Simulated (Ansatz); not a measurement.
**SnO: geometry relaxation (part 2 of 2)**

Continued. System: SnO (P4/nmm, 4 atoms in the cell). Method: DFT r2SCAN, scalar-relativistic, plane waves, PAW, no spin polarisation (Ansatz 0.2.0); cutoff 500 eV, 10×10×8 k-mesh, Gaussian smearing of 0.01 eV. The structure derives from an entry of the Crystallography Open Database.

Geometry of the input (Å; fractional positions):
```
3.7986  0.0000  0.0000
0.0000  3.7986  0.0000
0.0000  0.0000  4.8408
Sn 0.5000  0.0000  0.2369
Sn 0.0000  0.5000  0.7631
O  0.0000  0.0000  0.0000
O  0.5000  0.5000  0.0000
```

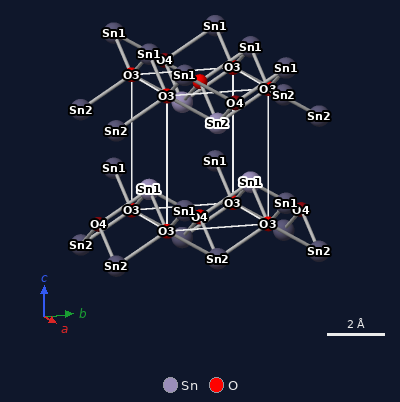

**Figure 1.** The geometry at step 2 of the log (ball-and-stick view of the cell of the calculation, seen slightly off an axis; neighbours outside the cell are drawn fainter; atoms are numbered from 1 in the order of the input).

**Log, continued**
```
relax step   4: F+E_penalty+E_count = -13214.69176412 eV  Δ(F+E_penalty+E_count) = -3.320e-4 eV  max|allowed force component| = 3.448e-3 eV/Å  Δτ_max = 0.0023 Å  P = -0.048 GPa  Ω = 71.455 Å³  energy of the carried Pulay correction = -4.377e-4 eV  (4 SCF iters, dr2 threshold 3.49e-7 eV, accepted)
Crystal: 4 atoms, lattice volume = 71.528 Å³
Basis set: ecut = 500 eV, 1817 PW (Γ), exchange–correlation on 120×120×144 points (64 copies of the dense FFT grid, shifted against one another)
iter 1 solved again at ethr=3.77e-8 eV; its pass at ethr=3.10e-3 eV (dr2=1.51e-5 eV) is discarded
SCF iter   1: F=—  HF=-13214.691716 eV  |F-HF|=—  |Δ(HF+E_count)|=         —  Δρ=1.52e-4  dr2=1.45e-5  dr2_τ=9.29e-5  ethr=3.77e-8  ⟨swp⟩=3.0  Hψ=15123  notcnv=0
preconditioner: auto → Resta (q_TF=auto, 2.476 Å⁻¹)  ε∞=3.1  [insulator: Δε(μ)=0.360 eV  Ē_g=19.052 eV  σ=0.010 eV  W_gap=1.00  n_scr=18 (ndim 8)  ℏωp=27.8 eV  f_vac=0.023  D(μ)=0.00/eV (n_scr^D=0)  ε∞_Penn≈3.1]
SCF iter   2: F=—  HF=-13214.691812 eV  |F-HF|=—  |Δ(HF+E_count)|=   9.56e-5  Δρ=8.75e-5  dr2=4.48e-6  dr2_τ=2.20e-7  ethr=3.63e-8  ⟨swp⟩=2.3  Hψ=4633  notcnv=0
SCF iter   3: F=—  HF=-13214.691813 eV  |F-HF|=—  |Δ(HF+E_count)|=   1.12e-6  Δρ=4.64e-5  dr2=1.32e-6  dr2_τ=1.04e-7  ethr=1.12e-8  ⟨swp⟩=2.1  Hψ=3344  notcnv=0
SCF iter   4: F=—  HF=-13214.691813 eV  |F-HF|=—  |Δ(HF+E_count)|=   4.44e-7  Δρ=1.25e-5  dr2=6.26e-8  dr2_τ=1.34e-8  ethr=3.29e-9  ⟨swp⟩=2.0  Hψ=3363  notcnv=0
SCF iter   5: F=-13214.691813 eV  HF=-13214.691813 eV  |F-HF|=6.13e-9  |Δ(HF+E_count)|=   2.18e-8  Δρ=4.80e-6  dr2=1.01e-8  dr2_τ=3.64e-10  ethr=6.28e-11  ⟨swp⟩=5.2  Hψ=9653  notcnv=0
SCF 5 converged in 5 iterations: F = -13214.691813 eV  dr2 = 1.01e-8
relax step   5: F+E_penalty+E_count = -13214.69181328 eV  Δ(F+E_penalty+E_count) = -4.916e-5 eV  max|allowed force component| = 2.768e-3 eV/Å  Δτ_max = 0.0014 Å  P = -0.017 GPa  Ω = 71.528 Å³  energy of the carried Pulay correction = -4.564e-4 eV  (5 SCF iters, dr2 threshold 2.51e-8 eV, accepted)
Initial wavefunctions: pseudopotential atomic-orbital guess (no wavefunctions were taken with the density)
iter 1 solved again at ethr=1.19e-7 eV; its pass at ethr=3.10e-3 eV (dr2=4.78e-5 eV) is discarded
SCF iter   1: F=—  HF=-13214.692152 eV  |F-HF|=—  |Δ(HF+E_count)|=         —  Δρ=1.37e-4  dr2=3.85e-7  dr2_τ=6.55e-7  ethr=1.19e-7  ⟨swp⟩=3.2  Hψ=18382  notcnv=0
preconditioner: auto → Resta (q_TF=auto, 2.476 Å⁻¹)  ε∞=3.1  [insulator: Δε(μ)=0.359 eV  Ē_g=19.051 eV  σ=0.010 eV  W_gap=1.00  n_scr=18 (ndim 8)  ℏωp=27.8 eV  f_vac=0.023  D(μ)=0.00/eV (n_scr^D=0)  ε∞_Penn≈3.1]
SCF iter   2: F=—  HF=-13214.692234 eV  |F-HF|=—  |Δ(HF+E_count)|=   8.19e-5  Δρ=6.93e-5  dr2=1.14e-7  dr2_τ=1.33e-6  ethr=9.62e-10  ⟨swp⟩=2.3  Hψ=4469  notcnv=0
SCF iter   3: F=—  HF=-13214.692261 eV  |F-HF|=—  |Δ(HF+E_count)|=   2.71e-5  Δρ=1.05e-5  dr2=4.99e-8  dr2_τ=1.36e-8  ethr=2.86e-10  ⟨swp⟩=2.0  Hψ=3777  notcnv=0
SCF iter   4: F=—  HF=-13214.692261 eV  |F-HF|=—  |Δ(HF+E_count)|=   1.30e-7  Δρ=1.86e-6  dr2=1.85e-9  dr2_τ=1.12e-10  ethr=1.25e-10  ⟨swp⟩=2.0  Hψ=3307  notcnv=0
SCF iter   5: F=—  HF=-13214.692261 eV  |F-HF|=—  |Δ(HF+E_count)|=  9.48e-10  Δρ=9.71e-7  dr2=6.90e-10  dr2_τ=5.66e-11  ethr=4.62e-12  ⟨swp⟩=2.7  Hψ=5071  notcnv=0
SCF iter   6: F=—  HF=-13214.692261 eV  |F-HF|=—  |Δ(HF+E_count)|=  5.46e-12  Δρ=3.08e-7  dr2=6.28e-11  dr2_τ=2.30e-12  ethr=1.73e-12  ⟨swp⟩=2.1  Hψ=3180  notcnv=0
SCF iter   7: F=-13214.692261 eV  HF=-13214.692261 eV  |F-HF|=0.00e0  |Δ(HF+E_count)|=  1.09e-11  Δρ=8.34e-8  dr2=4.31e-12  dr2_τ=2.30e-13  ethr=1.00e-12  ⟨swp⟩=5.0  Hψ=8767  notcnv=0
SCF 6 converged in 7 iterations: F = -13214.692261 eV  dr2 = 4.31e-12
relax step   6: F+E_penalty+E_count = -13214.69226106 eV  Δ(F+E_penalty+E_count) = -4.478e-4 eV  max|allowed force component| = 2.881e-3 eV/Å  Δτ_max = 0.0000 Å  P = -0.019 GPa  Ω = 71.528 Å³  stress off target by 3.85e-2 GPa  SCF on the basis re-selected at this cell (its energy is not comparable with the rows above)  (7 SCF iters)
basis re-selected at this cell: Δ(F+E_penalty+E_count) = -4.478e-4 eV, ΔP = -0.002 GPa vs the last step (what re-selecting the basis moved, of the pressure what is left beyond the Pulay correction that the steps carried, after the strain that the cell walked since its last selection, with what the two solves' SCF thresholds leave and, on support functions, any second-order correction that the steps lacked; it is no measure of the basis error at this ecutwfc). This SCF's stress stands 3.85e-2 GPa from its target on what of the cell is left free (relax.cell.stress_tol is 5.00e-2 GPa) and its largest allowed force component is 2.88e-3 eV/Å (relax.f_tol is 5.00e-3 eV/Å): within both
SCF converged after 7 iterations
Free energy (F): -13214.692261 eV
Harris-Foulkes:  -13214.692261 eV  (|F-HF|=0.00e0)
Internal energy: -13214.692261 eV  (E = F + TS)
E sigma→0 (E₀):  -13214.692261 eV
Fermi energy:    9.840172 eV
--- Per-component energies (eV) ---
  E_band       = -224.180115
  E_kinetic    = 725.997717
  E_local      = -2763.085403  (includes V_loc(G=0)·N_el)
  E_nonlocal   = 29.979418
  E_hartree    = 1489.211158
  E_xc         = -896.587163
  E_vxc        = -420.008309  (∫ρ·V_xc dr)
  E_paw        = -8638.951431  (= ΣΔE_a)
  E_vpaw       = -801.868860  (= ΣTr[D̂ρ^β])
  E_aug_tail   = 0.001979  (compensation charges beyond the density's cutoff)
  E_vtau       = 26.381102  (kinetic-family band-sum trace: ∫τ·v_τ [+ j·A + Jᵃ·Aᵃ] dr)
  E_ewald      = -3162.665295
  E_core_change = 1.406758  (= ΣΔE_core)
  E_smearing   = -0.000000  (= −TS)
  E_closure    = -0.000000  (closes the sum)
  Σ components = -13214.692261   (vs F -13214.692261, Δ=0.00e0)
--- Forces (eV/Å), atoms counted from 1 ---
  atom   1  Sn     0.00000000     0.00000000    -0.00288127
  atom   2  Sn     0.00000000     0.00000000     0.00288127
  atom   3  O      0.00000000     0.00000000    -0.00000000
  atom   4  O      0.00000000     0.00000000     0.00000000
  max |Σ_I F_I| component: 1.67e-16 eV/Å
--- Stress (GPa, compression-positive) ---
       -0.038536       0.000000       0.000000
        0.000000      -0.038536       0.000000
        0.000000       0.000000       0.019918
  P = ⅓ Tr σ = -0.0191 GPa (-0.191 kbar)
--- Band table (eV; the first three rows and the last of 105) ---
  k-point 0: bands = ["-13.3098", "-12.7635", "-12.7479", "-12.7479", "-12.7187", "-12.6879", "-12.6676", "-12.6667", "-12.6239", "-12.6239", "-11.8549", "-9.1712", "1.6609", "2.8196", "2.9912", "2.9912", "5.8083", "6.1105", "6.1105", "9.6609", "12.0379", "14.0856", "14.6730", "14.6730"]
  k-point 1: bands = ["-13.3079", "-12.7655", "-12.7446", "-12.7446", "-12.7172", "-12.6883", "-12.6682", "-12.6678", "-12.6276", "-12.6276", "-11.8502", "-9.1712", "1.2532", "3.0046", "3.0046", "3.3912", "5.8004", "6.1086", "6.1086", "9.4883", "11.8529", "14.1616", "14.1616", "14.1870"]
  k-point 2: bands = ["-13.3033", "-12.7702", "-12.7355", "-12.7355", "-12.7131", "-12.6890", "-12.6724", "-12.6682", "-12.6376", "-12.6376", "-11.8389", "-9.1713", "0.7152", "3.0374", "3.0374", "4.4138", "5.7816", "6.1039", "6.1039", "8.9115", "11.6482", "13.5245", "13.5245", "14.0829"]
  k-point 104: bands = ["-13.2127", "-13.2127", "-12.7297", "-12.7297", "-12.6977", "-12.6977", "-12.6522", "-12.6522", "-12.6158", "-12.6158", "-10.0571", "-10.0571", "0.3414", "0.3414", "3.7574", "3.7574", "6.7840", "6.7840", "6.8691", "6.8691", "12.2237", "12.2237", "13.8843", "13.8843"]
--- Relaxed structure (5 steps of the walk, 5 accepted, 1 SCFs on fresh bases) ---
  F+E_penalty+E_count = -13214.69226106 eV   max|allowed force component| = 2.881e-3 eV/Å   (the final SCF, on the basis selected at the relaxed cell)
  cell:  # Å, volume = 71.5283 Å³
    - [3.808704096201657, 2.553585950956351e-34, 0.0]
    - [2.553585950956351e-34, 3.808704096201657, 0.0]
    - [0.0, 0.0, 4.9308715784109385]
  atoms:
    - { symbol: Sn, position: [0.5, -2.72320072848844e-37, 0.23257906323290098] }
    - { symbol: Sn, position: [5.892016121638595e-36, 0.5, 0.767420936767099] }
    - { symbol: O, position: [-3.6144300578119094e-36, 7.179347375105847e-37, 0.0] }
    - { symbol: O, position: [0.5, 0.5, 0.0] }
```

**Trajectory as extended XYZ (Å, eV, eV/Å), 6 frames, from step=1 to step=6**
```
4
Lattice="3.7986 0.0000 0.0000 0.0000 3.7986 0.0000 0.0000 0.0000 4.8408" Properties=species:S:1:pos:R:3:forces:R:3 step=1 energy=-13214.68880 pressure_GPa=0.70
Sn    1.8993    0.0000    1.1468    0.0000   0.0000  -0.0043
Sn    0.0000    1.8993    3.6940    0.0000   0.0000   0.0043
O     0.0000    0.0000    0.0000    0.0000   0.0000   0.0000
O     1.8993    1.8993    0.0000    0.0000   0.0000   0.0000
4
Lattice="3.8203 0.0000 0.0000 0.0000 3.8203 0.0000 0.0000 0.0000 4.9201" Properties=species:S:1:pos:R:3:forces:R:3 step=2 energy=-13214.68916 pressure_GPa=0.20
Sn    1.9102    0.0000    1.1335    0.0000   0.0000   0.1835
Sn    0.0000    1.9102    3.7866    0.0000   0.0000  -0.1835
O     0.0000    0.0000    0.0000    0.0000   0.0000   0.0000
O     1.9102    1.9102    0.0000    0.0000   0.0000   0.0000
4
Lattice="3.8146 0.0000 0.0000 0.0000 3.8146 0.0000 0.0000 0.0000 4.9112" Properties=species:S:1:pos:R:3:forces:R:3 step=3 energy=-13214.69143 pressure_GPa=-0.27
Sn    1.9073    0.0000    1.1460    0.0000   0.0000  -0.0347
Sn    0.0000    1.9073    3.7653    0.0000   0.0000   0.0347
O     0.0000    0.0000    0.0000    0.0000   0.0000   0.0000
O     1.9073    1.9073    0.0000    0.0000   0.0000   0.0000
4
Lattice="3.8104 0.0000 0.0000 0.0000 3.8104 0.0000 0.0000 0.0000 4.9215" Properties=species:S:1:pos:R:3:forces:R:3 step=4 energy=-13214.69176 pressure_GPa=-0.05
Sn    1.9052    0.0000    1.1460    0.0000   0.0000  -0.0034
Sn    0.0000    1.9052    3.7755    0.0000   0.0000   0.0034
O     0.0000    0.0000    0.0000    0.0000   0.0000   0.0000
O     1.9052    1.9052    0.0000    0.0000   0.0000   0.0000
4
Lattice="3.8087 0.0000 0.0000 0.0000 3.8087 0.0000 0.0000 0.0000 4.9309" Properties=species:S:1:pos:R:3:forces:R:3 step=5 energy=-13214.69181 pressure_GPa=-0.02
Sn    1.9044    0.0000    1.1468    0.0000   0.0000  -0.0028
Sn    0.0000    1.9044    3.7841    0.0000   0.0000   0.0028
O     0.0000    0.0000    0.0000    0.0000   0.0000   0.0000
O     1.9044    1.9044    0.0000    0.0000   0.0000   0.0000
4
Lattice="3.8087 0.0000 0.0000 0.0000 3.8087 0.0000 0.0000 0.0000 4.9309" Properties=species:S:1:pos:R:3:forces:R:3 step=6 energy=-13214.69226 pressure_GPa=-0.02
Sn    1.9044    0.0000    1.1468    0.0000   0.0000  -0.0029
Sn    0.0000    1.9044    3.7841    0.0000   0.0000   0.0029
O     0.0000    0.0000    0.0000    0.0000   0.0000   0.0000
O     1.9044    1.9044    0.0000    0.0000   0.0000   0.0000
```

**Key numbers**

| quantity | value |
| --- | --- |
| outcome | converged |
| space group (tolerance 0.01 Å) | P4/nmm (129) |
| electrons treated | 40 |
| free energy | −13214.6923 eV |
| Fermi energy | 9.840 eV |
| gap on the k-point mesh | 0.36 eV |
| pressure | −0.02 GPa |
| final volume | 71.53 Å³ |
| largest force (length of the vector) at the end | 0.003 eV/Å |
| final cell | a = 3.809 Å, b = 3.809 Å, c = 4.931 Å, α = 90.00°, β = 90.00°, γ = 90.00° |
| hardware | 1 thread of Intel Xeon @ 2.50GHz (Skylake/Cascade Lake), 64 GiB of memory available, shared host |
| wall time | 2.6 min |
| peak memory | 0.67 GiB |
